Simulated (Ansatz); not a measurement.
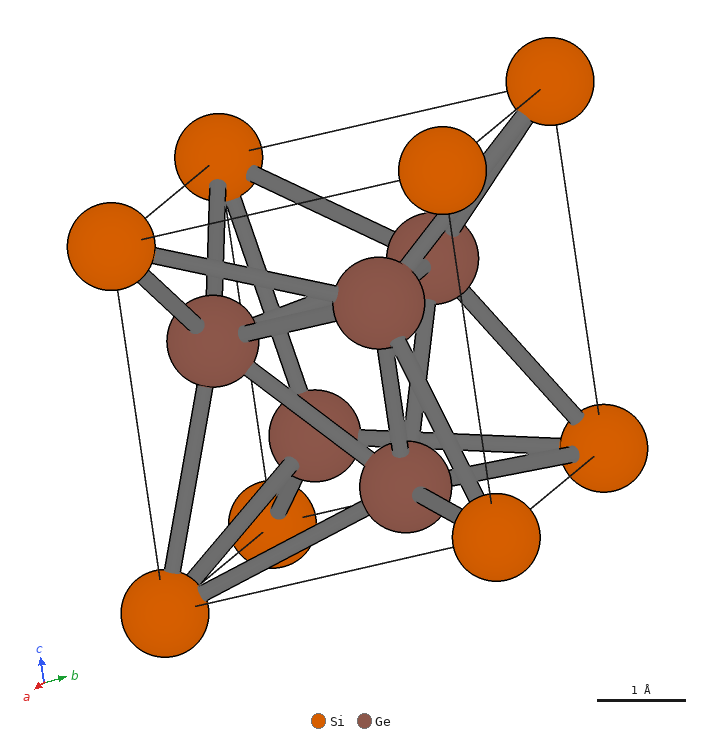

Ball-and-stick drawing of the structure, looking slightly off an axis. Thin lines show the simulation cell, with boundary atoms drawn in all their periodic places.

```xyz
6
Lattice="0.0000 3.9003 3.9003 3.9003 0.0000 3.9003 3.9003 3.9003 0.0000" Properties=species:S:1:pos:R:3 pbc="T T T"
Si    7.8005    7.8005    7.8005
Ge    1.9501    1.9501    1.9501
Ge    4.8769    4.8769    4.8769
Ge    4.8769    2.9237    2.9237
Ge    2.9237    4.8769    2.9237
Ge    2.9237    2.9237    4.8769
```

Run with DFT PBE, scalar-relativistic, plane waves, PAW (Ansatz 0.2.0) and these settings: a basis cut at 420 eV, k-mesh 8×8×8, Gaussian smearing of 0.1 eV, no spin polarisation.

Question: How are the electrons shared out in a Bader analysis?

Answer: Si +0.02 e; Ge -0.04 to +0.15 e. Little charge moves, as in a metallic or covalent solid.

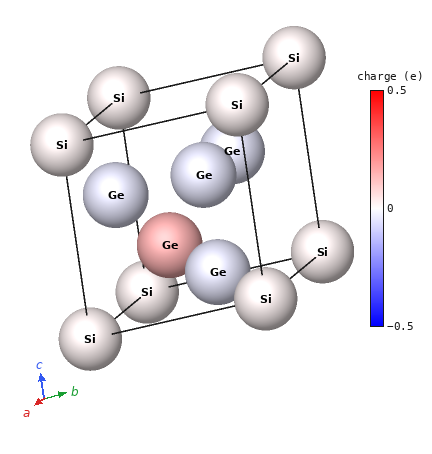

The atoms coloured by those charges.

Origin of the cell: a structure type filled with these elements by a generator (whether the compound takes this form wasn't checked). Earlier steps of the study, as a rule a relaxation of our own, may have changed the cell and positions, so they can lie some per cent off the listed ones. Ansatz was used for an electronic-structure calculation on it.
